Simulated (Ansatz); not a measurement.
```
Hf S
1.0
    -3.34653    0.00000    0.00000
     0.00000   -5.79636    0.00000
     0.17496    0.00000   11.66424
Hf S
8 4
Direct
  0.50146 0.83359 0.89861
  0.00146 0.33359 0.89861
  0.00146 0.66641 0.39861
  0.50146 0.16641 0.39861
  0.49854 0.83359 0.60139
  0.99854 0.33359 0.60139
  0.99854 0.66641 0.10139
  0.49854 0.16641 0.10139
  0.50000 0.50031 0.75000
  0.00000 0.00031 0.75000
  0.00000 0.99969 0.25000
  0.50000 0.49969 0.25000
```

Space group C2/c; a structure from a database of computed crystals, not necessarily the ambient phase.

Level of theory: DFT PBEsol, scalar-relativistic, plane waves, PAW in Ansatz.

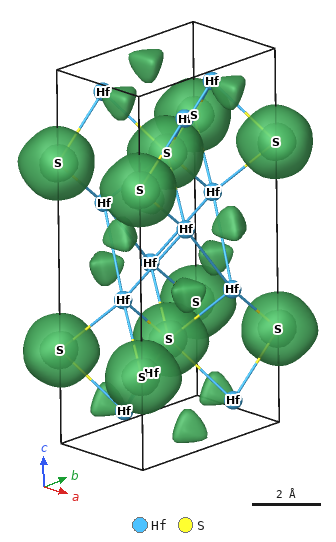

Hf2S. Isosurface of the ELF at 0.7 (green), seen at an oblique angle. Core shells and regions of very low density are left out. Sticks mark near contacts.

In a PAW calculation such maps are meaningful between the atoms, not at the nuclei.

Describe the localisation domains.

Answer. At this value the surface marks out four regions wrapped around S (the valence shell of each) and eight pockets between the atoms, centred on no nucleus (multi-centre or interstitial), counted in one cell of 12 atoms. Regions shared between cells count once.

Values along the shortest contacts:
Hf–S (2.58 Å): the ELF peaks at about 0.85 in the valence shell of S, 0.8 Å from its nucleus, and is about 0.30 at the midpoint; no shared electron pair shows on this line. Hf–Hf (3.03 Å): the ELF is about 0.25 at the midpoint: no localised pair shows between them.
